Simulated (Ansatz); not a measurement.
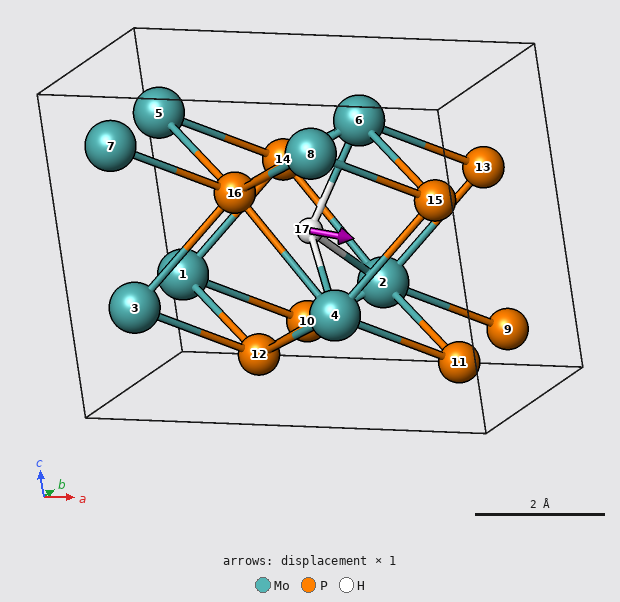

A relaxation of a defect cell of composition Mo$_{8}$P$_{8}$H. The starting structure is drawn; purple arrows show the displacements, at their true length.

The picture is a ball-and-stick view of the cell of the calculation (origin shifted), seen slightly off an axis.

Case: H interstitial, charge +0, atoms relaxed. The atoms of the start lie slightly off their symmetric places, so part of the fall in energy undoes that.

Theory: Ansatz 0.2.0, DFT PBE, scalar-relativistic, plane waves, PAW. Set-up: plane-wave cutoff 420 eV; k-point mesh 4 × 4 × 4; occupations gaussian; smearing width 0.1 eV; no spin polarisation; atoms relaxed in a fixed cell; force threshold 0.02 eV/Å; at most 60 steps.

> Which element moves most?

Hydrogen: up to 0.74 Å, against 0.07 Å for phosphorus.

> What did the optimiser do to the structure, and how much energy did it gain?

The energy falls by 0.531 eV per cell of the calculation in 4 accepted moves (5 points after the start). The largest force component goes from 1.4 to 0.016 eV/Å. 1 step only repeated the SCF at the same geometry. The atom that moves furthest is H17 (0.74 Å roughly along +a). Largest moves by element: H 0.74 Å, P 0.07 Å, Mo 0.05 Å. The cell doesn't change. Among the contacts that change: Mo4–H17 2.109 → 1.884 Å, Mo2–H17 2.051 → 1.885 Å, Mo6–H17 1.941 → 1.885 Å, Mo7–P11 2.460 → 2.434 Å. Bond angles that change, for instance: Mo2–H17–Mo4 102.3° → 120.0°, Mo4–H17–Mo6 106.2° → 120.0°, Mo2–H17–Mo6 108.5° → 120.0°. Cost: 2.6 min on 4 threads of Arm Neoverse V1 (shared host), peak memory 1.1 GiB.

Limits of the set-up: the periodic images lie only 6.4 Å apart, so the values are limited by the cell's size.
